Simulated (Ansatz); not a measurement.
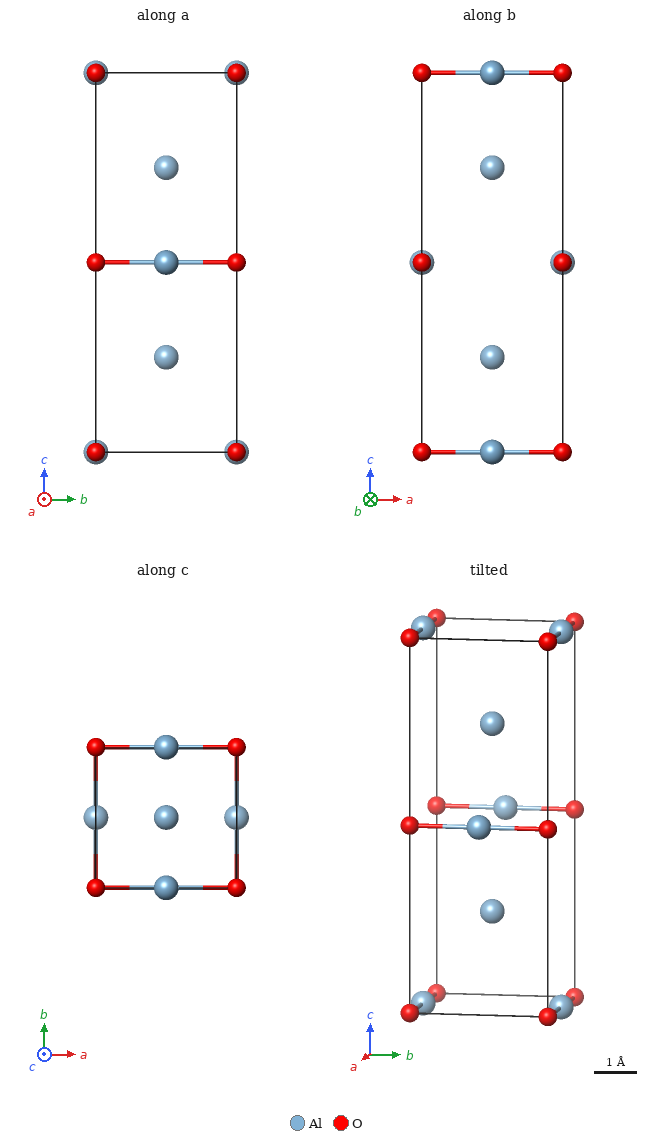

The crystal in a ball-and-stick representation, seen along the a axis, along the b axis, along the c axis and slightly off an axis. Thin lines show the conventional unit cell, with boundary atoms drawn in all their periodic places.

Lattice parameters: a = 3.422 Å, b = 3.422 Å, c = 9.227 Å, α = 90.00°, β = 90.00°, γ = 90.00°.

**Transcribe the picture into a table of Wyckoff sites.**

Space group P4_2/mmc (No. 131).
```json
{"atom": "Al", "site": "2f", "x": "0.5000", "y": "0.5000", "z": "0.7500"}
{"atom": "Al", "site": "2d", "x": "0.5000", "y": "0.0000", "z": "0.0000"}
{"atom": "O", "site": "2a", "x": "0.0000", "y": "0.0000", "z": "0.5000"}
```

The cell started as a random cell made by a generator, so it need not be a real form of the compound. Earlier steps of the study may have refined or changed the cell and positions. Ansatz was used for an electronic-structure calculation on it.
